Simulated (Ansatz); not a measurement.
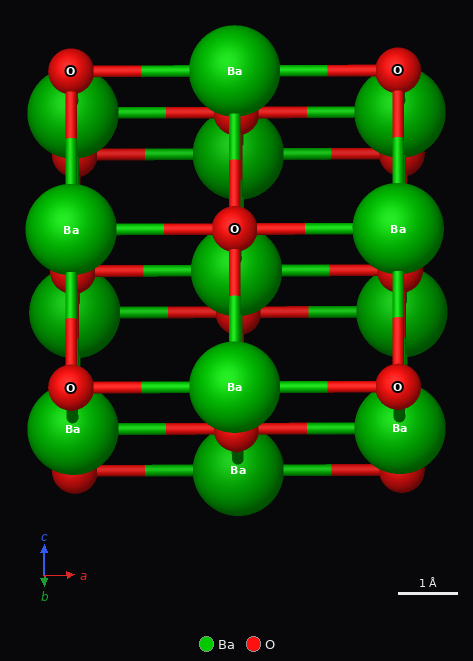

Lattice vibrations of crystalline BaO (a generated structure), space group Fm-3m (No. 225), at the zone centre. A ball-and-stick model of the conventional cell (4 times the calculation's cell), seen from a free direction. Lengths and directions refer to the drawn axes.

All numbers below come from DFT PBE, scalar-relativistic, plane waves, PAW (Ansatz). (plane-wave cutoff 420 eV; k-point mesh 8 × 8 × 8; occupations fixed; no spin polarisation)

Frequencies are those without the non-analytic (LO–TO) term.

Question: Which optical modes does it have, at what frequencies, and is it stable there?

Answer: The calculation's cell holds 2 atoms, so there are 3 optical modes, in 1 level. The optical modes span T₁u. No level is unstable.

```json
{"level": "1", "symmetry": "T₁u", "frequency (cm⁻¹)": "71", "activity": "infrared-active"}
```

The modes drawn as arrows (one member of each degenerate set):

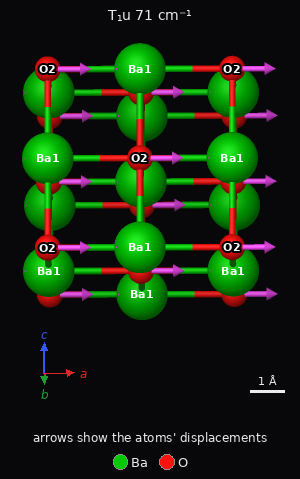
